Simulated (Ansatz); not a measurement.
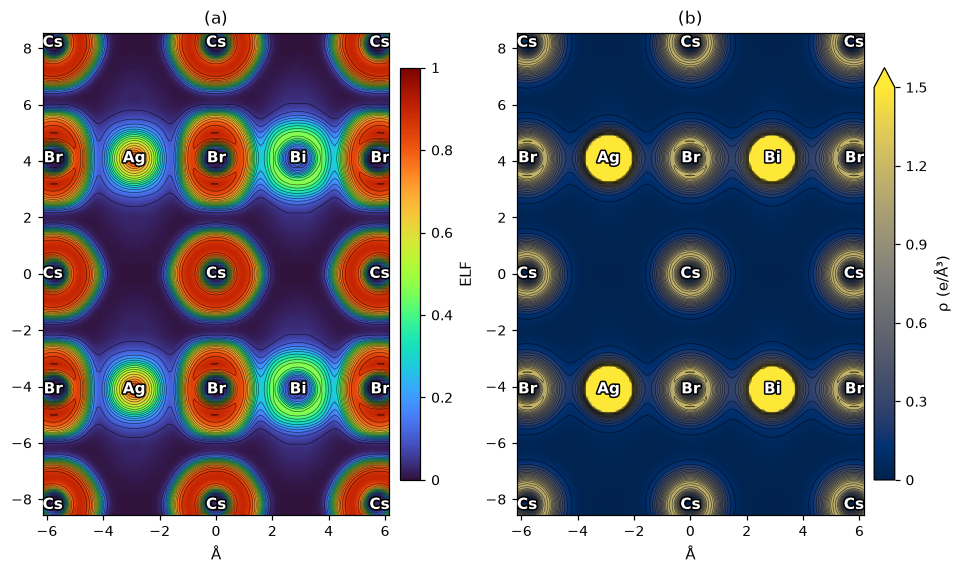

The picture shows: Cs$_{2}$AgBiBr$_{6}$. (a) ELF; (b) valence pseudo-density on the (101) plane of the conventional cell.

Space group Fm-3m; changed on purpose from its base cell (volume × 1.03, shape and atoms relaxed).

Method: Ansatz 0.2.0, DFT PBE, scalar-relativistic, plane waves, PAW.

### What does the map show?

The plane passes through Cs, Ag, Bi and Br nuclei. Ag–Br (2.90 Å): the density is about 0.21 e/Å³ at the midpoint; the ELF is about 0.20 at the midpoint. Bi–Br (2.90 Å): ρ is about 0.28 e/Å³ halfway; the ELF is about 0.35 at the midpoint. Cs–Br (4.10 Å): ρ at the midpoint is about 0.03 e/Å³; the ELF is about 0 at the midpoint; a closed-shell, largely ionic contact. Between the atoms the lowest density in this plane is 0.004 e/Å³. The features right at Cs, Ag and Bi lie inside the PAW spheres, where the map follows smoothed inner orbitals and isn't to be read closely.
